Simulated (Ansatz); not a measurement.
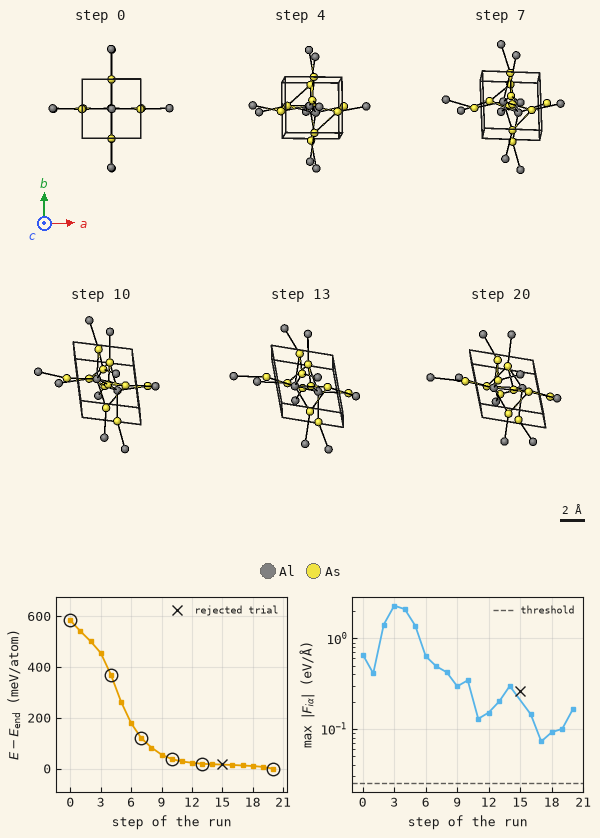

Frames of a relaxation of crystalline AlAs₃ (a generated structure, set up in P1) (coarse preliminary run), marked on the history of the run. A ball-and-stick model of the cell of the calculation, reduced to other axes, seen along the c axis. Lengths and directions refer to the drawn axes.

Computed with DFT PBE, scalar-relativistic, plane waves, PAW (Ansatz). Settings: plane-wave cutoff 420 eV; k-point mesh 4 × 4 × 2; occupations gaussian; smearing width 0.2 eV; no spin polarisation; cell and atoms relaxed; force threshold 0.025 eV/Å; at most 60 steps.

What happens along the run?

Answer. The run was cut off at its time limit before the relaxation converged, so the last structure is only a point on the way. An Al atom moves most relative to the cell: 1.33 Å along [3 2 −1]. By element the largest moves are Al 1.33 Å, As 0.83 Å. Cell: a 4.915 → 5.402 Å (+9.9 %), b 4.989 → 4.646 Å (−6.9 %), c 9.857 → 9.280 Å (−5.9 %), α 89.1° → 74.6°, β 89.6° → 92.7°, γ 89.9° → 110.5°. Volume −13.1 %. Among the contacts that change: As–As 3.473 → 2.519 Å, As–As 3.420 → 2.477 Å, As–As 3.435 → 2.508 Å, As–As 3.416 → 2.524 Å. Among the angles between lasting bonds that change: As–Al–As 177.2° → 115.5°, As–Al–As 177.4° → 125.9°, Al–As–Al 177.4° → 125.9°. The space group stays P1 (No. 1). The energy falls by 583 meV per atom in 19 accepted moves (20 points after the start). The largest force component goes from 0.66 to 0.16 eV/Å. The pressure goes from −1.10 to −0.15 GPa. The line search rejected the trial step at point 15 of the run. The run took 9.8 min on 1 thread of Arm Neoverse V1, on a shared host, peak memory 0.52 GiB. From step 0 to 4: an As atom moves most (0.67 Å), volume −12.8 %, energy −213 meV per atom. From step 4 to 7: an As atom moves most (0.51 Å), volume +4.3 %, energy −250 meV per atom. From step 7 to 10: As atoms move most (0.40 Å), volume +3.9 %, energy −82.4 meV per atom. From step 10 to 13: an Al atom moves most (0.38 Å), volume −3.7 %, energy −18.8 meV per atom. From step 13 to 20: an Al atom moves most (0.66 Å), volume −4.5 %, energy −18.9 meV per atom.
